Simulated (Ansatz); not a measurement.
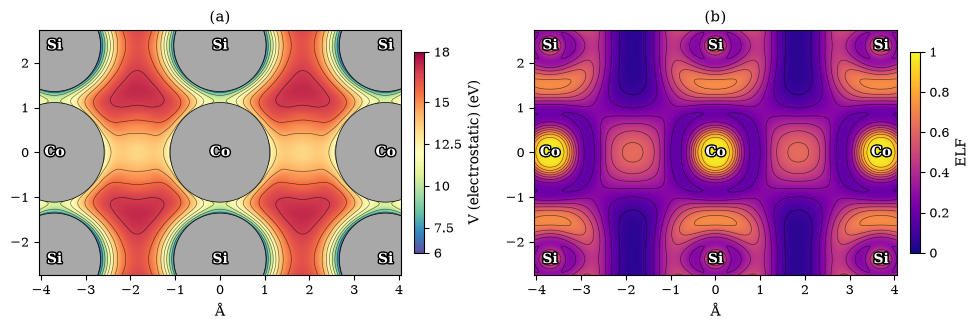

Figure. CoSi. (a) electrostatic potential (local pseudopotential plus Hartree) felt by an electron; (b) electron localisation function on the (11̄0) plane of the conventional cell. Grey discs cover the atomic cores in the potential map.

Space group P6/mmm; computed without spin polarisation.

Level of theory: DFT PBEsol, scalar-relativistic, plane waves, PAW (Ansatz).

```xyz
6
Lattice="4.7782 0.0000 0.0000 -2.3891 4.1380 0.0000 0.0000 0.0000 3.7001" Properties=species:S:1:pos:R:3 pbc="T T T"
Co   -1.1945    2.0690    0.0000
Co    1.1945    2.0690    0.0000
Co    2.3891    0.0000    0.0000
Si    2.3891    1.3793    1.8501
Si    0.0000    2.7587    1.8501
Si    0.0000    0.0000    0.0000
```

### What do the fields say about this system?

The section cuts through Co and Si sites. Co–Si (2.39 Å): the ELF peaks at about 0.75 in the valence shell of Si, 0.9 Å from its nucleus, and is about 0.45 at the midpoint. The features right at Co lie inside the PAW spheres, where the map follows smoothed inner orbitals and isn't to be read closely. Outside the cores the potential energy rises away from the atoms and is highest about 2.0 Å from the nearest atoms; its zero is arbitrary.
